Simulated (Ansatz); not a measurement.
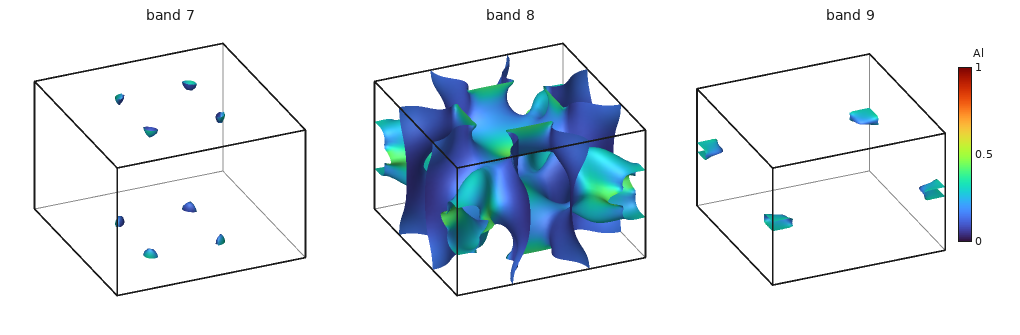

Fermi surface of TiAl in space group P4/mmm, coloured by the weight of the states on Al (Voronoi cells).

The calculation used DFT LDA, scalar-relativistic, plane waves, PAW; levels and slopes on a dense k mesh at the converged density (Ansatz 0.2.0). No spin polarisation. The levels come from a k mesh of 26×26×18 points. Cell and positions as given, without relaxation (residual pressure −7 GPa).

Q: On which elements do the states at the Fermi level lie?

A: Band 7: Ti (80 %) and Al (20 %). Band 8: Ti (81 %) and Al (19 %). Band 9: Ti (74 %) and Al (26 %).

A magnetic state wasn't tried and may lie lower.
